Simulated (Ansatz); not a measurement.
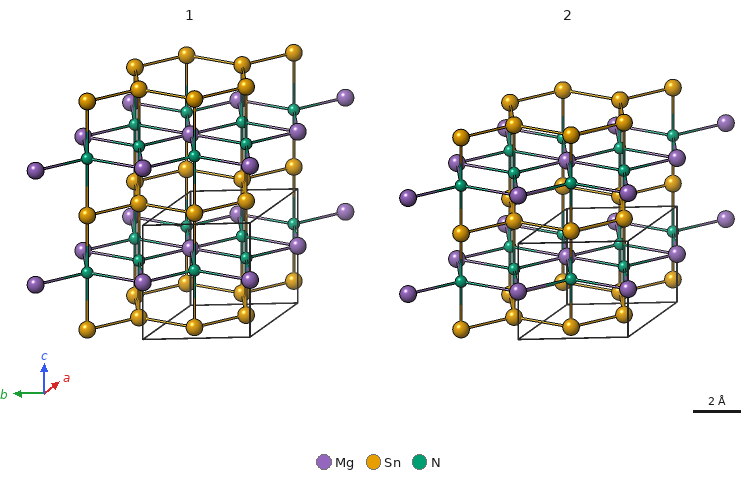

Two geometries of solid MgSn$_{2}$N$_{2}$ (a generated structure, set up in P6/mmm) (coarse preliminary run), drawn at one scale. One is the start of a relaxation, the other its converged end. Style: ball-and-stick. Shown: the cell of the calculation, repeated 2 × 2 × 2 with one cell outlined, from a free direction.

Computed with Ansatz 0.2.0, DFT PBE, scalar-relativistic, plane waves, PAW. Settings: plane-wave cutoff 420 eV; k-point mesh 6 × 6 × 4; occupations gaussian; smearing width 0.1 eV; no spin polarisation; cell and atoms relaxed; force threshold 0.04 eV/Å; at most 70 steps.

**Which geometry has the lower energy?**

Structure 2 is the relaxed one. The atoms keep their places relative to the cell (all moves are under 0.005 Å). The volume changes by −11.5 %, with a = b 4.648 → 4.767 Å (+2.6 %), c 5.280 → 4.440 Å (−15.9 %). Some distances before and after: N–Sn 2.640 → 2.220 Å, Mg–N 2.683 → 2.752 Å, Sn–Sn 2.683 → 2.752 Å. The space group stays P6/mmm (No. 191). The energy falls by 174 meV per atom in 6 accepted moves (8 points after the start). All forces vanish by symmetry, so only the cell relaxes. The pressure goes from −6.41 to 0.01 GPa. The SCF was repeated twice at an unchanged geometry on a basis and grid sized afresh for the cell, which shifted the energy by 0.5 meV per atom at most. Cost: 16 s on 1 thread of Intel(R) Xeon(R) 6975P-C (Granite Rapids), with other jobs on the host, peak memory 0.42 GiB.
